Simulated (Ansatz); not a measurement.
**Run report: Mo, geometry relaxation (part 3 of 3)**

Continued. System: Mo (slab, 20 atoms in the cell). Method: DFT PBE+D3(BJ), scalar-relativistic, plane waves, PAW, no spin polarisation (Ansatz 0.2.0); cutoff 420 eV, 5×5×1 k-mesh, Gaussian smearing of 0.1 eV. The structure derives from an entry of the Crystallography Open Database. The input holds or restrains some coordinates. Forces given for the steps count only the free coordinates. It belongs to a series of runs on one base structure; here: clean slab, lower half held.

Geometry of the input (Å; fractional positions):
```
6.2604  0.0000  0.0000
0.0000  6.2604  0.0000
0.0000  0.0000  23.2604
Mo 0.2500  0.7500  0.3654
Mo 0.2500  0.2500  0.3654
Mo 0.7500  0.7500  0.3654
Mo 0.7500  0.2500  0.3654
Mo 0.5000  0.5000  0.4327
Mo 0.5000  0.0000  0.4327
Mo 0.0000  0.5000  0.4327
Mo 0.0000  0.0000  0.4327
Mo 0.7500  0.2500  0.5000
Mo 0.7500  0.7500  0.5000
Mo 0.2500  0.2500  0.5000
Mo 0.2500  0.7500  0.5000
Mo 0.0000  0.0000  0.5673
Mo 0.0000  0.5000  0.5673
Mo 0.5000  0.0000  0.5673
Mo 0.5000  0.5000  0.5673
Mo 0.2500  0.7500  0.6346
Mo 0.2500  0.2500  0.6346
Mo 0.7500  0.7500  0.6346
Mo 0.7500  0.2500  0.6346
```

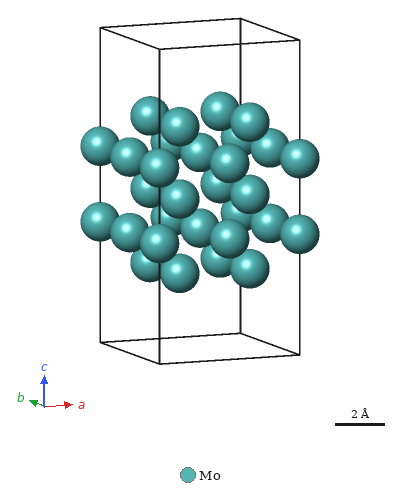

The geometry at step 3 of the log (spheres-only view of the cell of the calculation, with the vacuum cut short, seen slightly off an axis).

### Log, continued
```
  k-point 1: bands = ["-56.5137", "-56.4077", "-56.3893", "-56.3705", "-56.2847", "-56.2164", "-56.2108", "-56.2045", "-56.1918", "-56.1738", "-56.1613", "-56.1418", "-56.0961", "-56.0893", "-56.0785", "-56.0353", "-55.9211", "-55.9125", "-55.9024", "-55.8470", "-31.1276", "-31.1223", "-31.1164", "-31.1152", "-31.0669", "-31.0622", "-30.8604", "-30.8236", "-30.8194", "-30.7844", "-30.7763", "-30.7666", "-30.6877", "-30.6469", "-30.6201", "-30.5508", "-30.5450", "-30.5214", "-30.4974", "-30.4916",
      "-30.4182", "-30.4107", "-30.3839", "-30.3767", "-30.3620", "-30.3346", "-30.2561", "-30.2462", "-30.2420", "-30.2330", "-30.2210", "-30.2154", "-30.2076", "-30.1676", "-30.1673", "-30.1509", "-30.0961", "-30.0875", "-30.0634", "-29.9809", "-29.9412", "-29.9357", "-29.9284", "-29.8991", "-29.8912", "-29.8867", "-29.8752", "-29.8363", "-29.8349", "-29.8251", "-29.8212", "-29.7601", "-29.7349", "-29.6963", "-29.6586", "-29.6578", "-29.6468", "-29.6452", "-29.6108", "-29.6052",
      "-1.6723", "-0.3811", "-0.2915", "-0.2002", "-0.1463", "-0.1428", "-0.0913", "-0.0359", "0.0315", "0.1516", "0.4493", "0.5935", "0.7864", "1.1263", "1.1523", "1.1748", "1.2327", "1.2784", "1.2840", "1.3847", "1.5269", "1.5988", "1.6400", "1.6737", "1.7159", "1.7362", "1.7784", "1.8032", "1.8789", "1.9904", "2.0760", "2.3336", "2.3472", "2.4720", "2.6990", "2.7967", "2.8484", "2.8833", "2.9598", "3.0977",
      "3.2201", "3.2633", "3.2704", "3.2780", "3.4542", "3.7387", "3.7451", "3.7765", "3.8325", "3.8805", "4.0096", "4.1360", "4.1554", "4.1691", "4.4103", "4.4526", "4.6480", "4.6828", "4.7720", "4.7809", "4.8420", "4.8716", "4.9373", "5.0899", "5.2957", "5.3157", "5.4117", "5.5901", "5.6909", "5.6953", "5.7648", "5.8683", "5.9385", "6.0376", "6.1970", "6.2170", "6.2675", "6.2694", "6.2972", "6.3625",
      "6.3892", "6.3957", "6.4631", "6.4861", "6.5637", "6.6206", "6.6582", "6.7809"]
  k-point 2: bands = ["-56.4848", "-56.4451", "-56.3835", "-56.3763", "-56.2622", "-56.2339", "-56.2050", "-56.1986", "-56.1977", "-56.1892", "-56.1552", "-56.1478", "-56.0907", "-56.0840", "-56.0694", "-56.0492", "-55.9153", "-55.9082", "-55.8885", "-55.8640", "-31.0595", "-31.0386", "-31.0359", "-31.0261", "-31.0176", "-30.9877", "-30.9619", "-30.9212", "-30.9129", "-30.8866", "-30.7452", "-30.7008", "-30.6887", "-30.6587", "-30.6356", "-30.6230", "-30.5828", "-30.5740", "-30.5443", "-30.5264",
      "-30.3910", "-30.3681", "-30.3620", "-30.3460", "-30.3444", "-30.3287", "-30.2903", "-30.2728", "-30.2684", "-30.2649", "-30.2565", "-30.2543", "-30.2166", "-30.1567", "-30.1497", "-30.1479", "-30.0819", "-30.0317", "-30.0026", "-29.9773", "-29.9349", "-29.9272", "-29.9205", "-29.9080", "-29.8836", "-29.8643", "-29.8609", "-29.8583", "-29.8538", "-29.8428", "-29.7668", "-29.7451", "-29.7430", "-29.6761", "-29.6744", "-29.6645", "-29.6564", "-29.6429", "-29.6403", "-29.6244",
      "-1.1204", "-0.4665", "-0.0830", "-0.0515", "0.0153", "0.2369", "0.3165", "0.4014", "0.4194", "0.4278", "0.5013", "0.7368", "0.8221", "0.9209", "0.9615", "1.0294", "1.0691", "1.0818", "1.1288", "1.1673", "1.2819", "1.4006", "1.6435", "1.6442", "1.7541", "1.8845", "1.9003", "1.9038", "1.9228", "2.0286", "2.1565", "2.2160", "2.5339", "2.6110", "2.6242", "2.6819", "2.8001", "2.8805", "2.9189", "3.1334",
      "3.1390", "3.2047", "3.3599", "3.4077", "3.4883", "3.5780", "3.5860", "3.5942", "3.5989", "3.7639", "3.8275", "3.8536", "3.8827", "3.9392", "4.0068", "4.1058", "4.5317", "4.5452", "4.6798", "4.8239", "4.9168", "5.0080", "5.0598", "5.2028", "5.2256", "5.2491", "5.3250", "5.3883", "5.4355", "5.4938", "5.5761", "5.6275", "5.7457", "5.8337", "5.8602", "5.8718", "5.9864", "5.9976", "6.0587", "6.1025",
      "6.1375", "6.2891", "6.3156", "6.3561", "6.4349", "6.4992", "6.6023", "6.6666"]
  k-point 5: bands = ["-56.4535", "-56.4228", "-56.4228", "-56.4017", "-56.2386", "-56.2191", "-56.2191", "-56.2076", "-56.1894", "-56.1781", "-56.1781", "-56.1657", "-56.0778", "-56.0734", "-56.0734", "-56.0609", "-55.9001", "-55.8941", "-55.8941", "-55.8786", "-31.0013", "-30.9609", "-30.9609", "-30.9526", "-30.9526", "-30.9243", "-30.9061", "-30.8654", "-30.8639", "-30.8354", "-30.8354", "-30.8329", "-30.7021", "-30.6788", "-30.6136", "-30.6136", "-30.6004", "-30.6004", "-30.5614", "-30.5549",
      "-30.5303", "-30.5271", "-30.5192", "-30.5192", "-30.3162", "-30.3162", "-30.3092", "-30.2840", "-30.2491", "-30.2353", "-30.1966", "-30.1966", "-30.1797", "-30.1797", "-30.1759", "-30.1595", "-30.0114", "-30.0029", "-30.0029", "-29.9897", "-29.9448", "-29.9013", "-29.9013", "-29.8840", "-29.8721", "-29.8573", "-29.8535", "-29.8535", "-29.8450", "-29.8450", "-29.8416", "-29.8165", "-29.6845", "-29.6781", "-29.6781", "-29.6702", "-29.6311", "-29.6311", "-29.6304", "-29.6130",
      "-0.4557", "0.0827", "0.0827", "0.2939", "0.6486", "0.6967", "0.7024", "0.7024", "0.7593", "0.8643", "0.9600", "0.9600", "1.0780", "1.0780", "1.0962", "1.3233", "1.3240", "1.3313", "1.4613", "1.4613", "1.6156", "1.6156", "1.7105", "1.7603", "1.7915", "1.7915", "1.9169", "1.9298", "1.9567", "1.9567", "2.0545", "2.1739", "2.2368", "2.2541", "2.3041", "2.3041", "2.3462", "2.3615", "2.4041", "2.4132",
      "2.4132", "2.5579", "2.7226", "2.7226", "2.7462", "2.8546", "2.8546", "3.1080", "3.3312", "3.4487", "3.4937", "3.4937", "4.2010", "4.2640", "4.2640", "4.3053", "4.3172", "4.3172", "4.5845", "4.5910", "4.5942", "4.5942", "4.6239", "4.6267", "4.7135", "4.7531", "4.7531", "4.7596", "5.4496", "5.5547", "5.5547", "5.7516", "5.7906", "5.9572", "5.9572", "5.9659", "6.0780", "6.0780", "6.0839", "6.1951",
      "6.3176", "6.3232", "6.3280", "6.3280", "6.6082", "6.6082", "6.6122", "6.7368"]
--- Relaxed structure (5 steps of the walk, 5 accepted, 0 SCFs on fresh bases) ---
  F+E_penalty+E_count = -99113.88216820 eV   max|allowed force component| = 2.873e-3 eV/Å
  atoms:
    - { symbol: Mo, position: [0.25, 0.75, 0.36542740830000003] }
    - { symbol: Mo, position: [0.25, 0.25, 0.36542740830000003] }
    - { symbol: Mo, position: [0.75, 0.75, 0.36542740830000003] }
    - { symbol: Mo, position: [0.75, 0.25, 0.36542740830000003] }
    - { symbol: Mo, position: [0.5, 0.5, 0.4327137042] }
    - { symbol: Mo, position: [0.5, 0.0, 0.4327137042] }
    - { symbol: Mo, position: [0.0, 0.5, 0.4327137042] }
    - { symbol: Mo, position: [0.0, 0.0, 0.4327137042] }
    - { symbol: Mo, position: [0.75, 0.25, 0.49868836898476365] }
    - { symbol: Mo, position: [0.75, 0.75, 0.49868836898476365] }
    - { symbol: Mo, position: [0.25, 0.25, 0.49868836898476365] }
    - { symbol: Mo, position: [0.25, 0.75, 0.49868836898476365] }
    - { symbol: Mo, position: [1.8842657705221705e-34, 5.239412474156036e-35, 0.5687687318204854] }
    - { symbol: Mo, position: [1.1344049026613068e-34, 0.5, 0.5687687318204854] }
    - { symbol: Mo, position: [0.5, -2.1149921914024364e-35, 0.5687687318204854] }
    - { symbol: Mo, position: [0.5, 0.5, 0.5687687318204854] }
    - { symbol: Mo, position: [0.25, 0.75, 0.6281409580704055] }
    - { symbol: Mo, position: [0.25, 0.25, 0.6281409580704055] }
    - { symbol: Mo, position: [0.75, 0.75, 0.6281409580704055] }
    - { symbol: Mo, position: [0.75, 0.25, 0.6281409580704055] }
```

### Trajectory as extended XYZ (Å, eV, eV/Å), 5 frames, from step=1 to step=5
```
20
Lattice="6.2604 0.0000 0.0000 0.0000 6.2604 0.0000 0.0000 0.0000 23.2604" Properties=species:S:1:pos:R:3:forces:R:3 step=1 energy=-99113.40505
Mo    1.5651    4.6953    8.5000    0.0000   0.0000   1.1287
Mo    1.5651    1.5651    8.5000    0.0000   0.0000   1.1287
Mo    4.6953    4.6953    8.5000    0.0000   0.0000   1.1287
Mo    4.6953    1.5651    8.5000    0.0000   0.0000   1.1287
Mo    3.1302    3.1302   10.0651    0.0000   0.0000  -1.0882
Mo    3.1302    0.0000   10.0651    0.0000   0.0000  -1.0882
Mo    0.0000    3.1302   10.0651    0.0000   0.0000  -1.0882
Mo    0.0000    0.0000   10.0651    0.0000   0.0000  -1.0882
Mo    4.6953    1.5651   11.6302    0.0000   0.0000   0.0000
Mo    4.6953    4.6953   11.6302    0.0000   0.0000   0.0000
Mo    1.5651    1.5651   11.6302    0.0000   0.0000   0.0000
Mo    1.5651    4.6953   11.6302    0.0000   0.0000   0.0000
Mo    0.0000    0.0000   13.1953    0.0000   0.0000   1.0882
Mo    0.0000    3.1302   13.1953    0.0000   0.0000   1.0882
Mo    3.1302    0.0000   13.1953    0.0000   0.0000   1.0882
Mo    3.1302    3.1302   13.1953    0.0000   0.0000   1.0882
Mo    1.5651    4.6953   14.7604    0.0000   0.0000  -1.1287
Mo    1.5651    1.5651   14.7604    0.0000   0.0000  -1.1287
Mo    4.6953    4.6953   14.7604    0.0000   0.0000  -1.1287
Mo    4.6953    1.5651   14.7604    0.0000   0.0000  -1.1287
20
Lattice="6.2604 0.0000 0.0000 0.0000 6.2604 0.0000 0.0000 0.0000 23.2604" Properties=species:S:1:pos:R:3:forces:R:3 step=2 energy=-99113.66773
Mo    1.5651    4.6953    8.5000    0.0000   0.0000   1.0801
Mo    1.5651    1.5651    8.5000    0.0000   0.0000   1.0801
Mo    4.6953    4.6953    8.5000    0.0000   0.0000   1.0801
Mo    4.6953    1.5651    8.5000    0.0000   0.0000   1.0801
Mo    3.1302    3.1302   10.0651    0.0000   0.0000  -0.5937
Mo    3.1302    0.0000   10.0651    0.0000   0.0000  -0.5937
Mo    0.0000    3.1302   10.0651    0.0000   0.0000  -0.5937
Mo    0.0000    0.0000   10.0651    0.0000   0.0000  -0.5937
Mo    4.6953    1.5651   11.6529    0.0000   0.0000  -0.7955
Mo    4.6953    4.6953   11.6529    0.0000   0.0000  -0.7955
Mo    1.5651    1.5651   11.6529    0.0000   0.0000  -0.7955
Mo    1.5651    4.6953   11.6529    0.0000   0.0000  -0.7955
Mo    0.0000    0.0000   13.2607    0.0000   0.0000  -0.6929
Mo    0.0000    3.1302   13.2607    0.0000   0.0000  -0.6929
Mo    3.1302    0.0000   13.2607    0.0000   0.0000  -0.6929
Mo    3.1302    3.1302   13.2607    0.0000   0.0000  -0.6929
Mo    1.5651    4.6953   14.5657    0.0000   0.0000   1.0034
Mo    1.5651    1.5651   14.5657    0.0000   0.0000   1.0034
Mo    4.6953    4.6953   14.5657    0.0000   0.0000   1.0034
Mo    4.6953    1.5651   14.5657    0.0000   0.0000   1.0034
20
Lattice="6.2604 0.0000 0.0000 0.0000 6.2604 0.0000 0.0000 0.0000 23.2604" Properties=species:S:1:pos:R:3:forces:R:3 step=3 energy=-99113.87577
Mo    1.5651    4.6953    8.5000    0.0000   0.0000   0.9240
Mo    1.5651    1.5651    8.5000    0.0000   0.0000   0.9240
Mo    4.6953    4.6953    8.5000    0.0000   0.0000   0.9240
Mo    4.6953    1.5651    8.5000    0.0000   0.0000   0.9240
Mo    3.1302    3.1302   10.0651    0.0000   0.0000  -1.0571
Mo    3.1302    0.0000   10.0651    0.0000   0.0000  -1.0571
Mo    0.0000    3.1302   10.0651    0.0000   0.0000  -1.0571
Mo    0.0000    0.0000   10.0651    0.0000   0.0000  -1.0571
Mo    4.6953    1.5651   11.5929    0.0000   0.0000  -0.0031
Mo    4.6953    4.6953   11.5929    0.0000   0.0000  -0.0031
Mo    1.5651    1.5651   11.5929    0.0000   0.0000  -0.0031
Mo    1.5651    4.6953   11.5929    0.0000   0.0000  -0.0031
Mo    0.0000    0.0000   13.2098    0.0000   0.0000   0.1886
Mo    0.0000    3.1302   13.2098    0.0000   0.0000   0.1886
Mo    3.1302    0.0000   13.2098    0.0000   0.0000   0.1886
Mo    3.1302    3.1302   13.2098    0.0000   0.0000   0.1886
Mo    1.5651    4.6953   14.5999    0.0000   0.0000  -0.0533
Mo    1.5651    1.5651   14.5999    0.0000   0.0000  -0.0533
Mo    4.6953    4.6953   14.5999    0.0000   0.0000  -0.0533
Mo    4.6953    1.5651   14.5999    0.0000   0.0000  -0.0533
20
Lattice="6.2604 0.0000 0.0000 0.0000 6.2604 0.0000 0.0000 0.0000 23.2604" Properties=species:S:1:pos:R:3:forces:R:3 step=4 energy=-99113.88017
Mo    1.5651    4.6953    8.5000    0.0000   0.0000   0.9572
Mo    1.5651    1.5651    8.5000    0.0000   0.0000   0.9572
Mo    4.6953    4.6953    8.5000    0.0000   0.0000   0.9572
Mo    4.6953    1.5651    8.5000    0.0000   0.0000   0.9572
Mo    3.1302    3.1302   10.0651    0.0000   0.0000  -0.8814
Mo    3.1302    0.0000   10.0651    0.0000   0.0000  -0.8814
Mo    0.0000    3.1302   10.0651    0.0000   0.0000  -0.8814
Mo    0.0000    0.0000   10.0651    0.0000   0.0000  -0.8814
Mo    4.6953    1.5651   11.6044    0.0000   0.0000   0.0136
Mo    4.6953    4.6953   11.6044    0.0000   0.0000   0.0136
Mo    1.5651    1.5651   11.6044    0.0000   0.0000   0.0136
Mo    1.5651    4.6953   11.6044    0.0000   0.0000   0.0136
Mo    0.0000    0.0000   13.2403    0.0000   0.0000  -0.0452
Mo    0.0000    3.1302   13.2403    0.0000   0.0000  -0.0452
Mo    3.1302    0.0000   13.2403    0.0000   0.0000  -0.0452
Mo    3.1302    3.1302   13.2403    0.0000   0.0000  -0.0452
Mo    1.5651    4.6953   14.6238    0.0000   0.0000  -0.0441
Mo    1.5651    1.5651   14.6238    0.0000   0.0000  -0.0441
Mo    4.6953    4.6953   14.6238    0.0000   0.0000  -0.0441
Mo    4.6953    1.5651   14.6238    0.0000   0.0000  -0.0441
20
Lattice="6.2604 0.0000 0.0000 0.0000 6.2604 0.0000 0.0000 0.0000 23.2604" Properties=species:S:1:pos:R:3:forces:R:3 step=5 energy=-99113.88217
Mo    1.5651    4.6953    8.5000    0.0000   0.0000   0.9413
Mo    1.5651    1.5651    8.5000    0.0000   0.0000   0.9413
Mo    4.6953    4.6953    8.5000    0.0000   0.0000   0.9413
Mo    4.6953    1.5651    8.5000    0.0000   0.0000   0.9413
Mo    3.1302    3.1302   10.0651    0.0000   0.0000  -0.9416
Mo    3.1302    0.0000   10.0651    0.0000   0.0000  -0.9416
Mo    0.0000    3.1302   10.0651    0.0000   0.0000  -0.9416
Mo    0.0000    0.0000   10.0651    0.0000   0.0000  -0.9416
Mo    4.6953    1.5651   11.5997    0.0000   0.0000   0.0025
Mo    4.6953    4.6953   11.5997    0.0000   0.0000   0.0025
Mo    1.5651    1.5651   11.5997    0.0000   0.0000   0.0025
Mo    1.5651    4.6953   11.5997    0.0000   0.0000   0.0025
Mo    0.0000    0.0000   13.2298    0.0000   0.0000  -0.0029
Mo    0.0000    3.1302   13.2298    0.0000   0.0000  -0.0029
Mo    3.1302    0.0000   13.2298    0.0000   0.0000  -0.0029
Mo    3.1302    3.1302   13.2298    0.0000   0.0000  -0.0029
Mo    1.5651    4.6953   14.6108    0.0000   0.0000   0.0006
Mo    1.5651    1.5651   14.6108    0.0000   0.0000   0.0006
Mo    4.6953    4.6953   14.6108    0.0000   0.0000   0.0006
Mo    4.6953    1.5651   14.6108    0.0000   0.0000   0.0006
```

### Summary

- outcome: converged under the restraints of the input
- electrons treated: 280
- free energy: −99113.8822 eV
- work function, top face: 3.89 eV
- work function, bottom face: 4.05 eV
- Fermi energy: 4.682 eV
- gap on the k-point mesh: none (metallic)
- final volume: 911.65 Å³
- work function (upper face): 3.89 eV
- largest force (length of the vector) at the end, held atoms and coordinates included: 0.942 eV/Å
- hardware: 4 threads of Arm Neoverse V1, 24 GiB of memory available, shared host
- wall time: 3.1 min (CPU time 12 min)
- peak memory: 3 GiB

### Notes

Warnings of the run: the exchange-correlation potential is rough where the density is thin.
